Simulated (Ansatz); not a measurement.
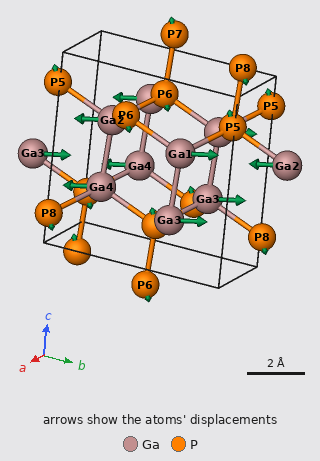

One vibrational mode of a crystal of GaP at the zone centre of a doubled cell. The green arrows give the relative displacements of the atoms. Style: ball-and-stick. Shown: the cell of the calculation, slightly off an axis.

Computed with Ansatz 0.2.0, DFT PBE, scalar-relativistic, plane waves, PAW.

Input
```yaml
crystal:
  lattice:
    - [-3.8846128274, 0.0, 0.0]
    - [0.0, 6.7283467848, 0.0]
    - [1.9423064137, -1.1213911308, -6.4346842719]
  atoms:
    - { symbol: Ga, position: [0.346627121, 0.7822090403, 0.6932542419] }
    - { symbol: Ga, position: [0.846627121, 0.2822090403, 0.6932542419] }
    - { symbol: Ga, position: [0.153372879, 0.7177909597, 0.3067457581] }
    - { symbol: Ga, position: [0.653372879, 0.2177909597, 0.3067457581] }
    - { symbol: P, position: [0.9137352193, 0.9712450731, 0.8274704386] }
    - { symbol: P, position: [0.4137352193, 0.4712450731, 0.8274704386] }
    - { symbol: P, position: [0.5862647807, 0.5287549269, 0.1725295614] }
    - { symbol: P, position: [0.0862647807, 0.0287549269, 0.1725295614] }
basis:
  ecutwfc: 420
kpoints:
  mp_grid: { grid: [8, 4, 8] }
hamiltonian:
  xc: pbe
scf:
  occupations: { method: gaussian, width: 0.05 }
output:
  eigenvalues: true
phonons:
  method: fd
  supercell: [1, 1, 1]
  amplitude: 0.02
  eigenvectors: true
  dielectric: false
```

Command:
```bash
ansatz run input.yaml --threads 2 --pin off --max-ram 5120MiB --backend cpu --events-out ev --progress --plain --runs-dir out
```

Frequencies are those without the non-analytic (LO–TO) term.

**Give the character and frequency of this mode.**

This is a non-degenerate mode at 187 cm⁻¹, level 7 of 19, counted from below (the three translations aside). Atoms of one kind move against one another, with no net shift of any sublattice; the kinetic energy is shared as Ga 97 %, P 3 %. It changes sign from one half of the doubled cell to the other: it belongs to the zone boundary, q = (0, 0, 1/2) in the reciprocal vectors of the undoubled cell.
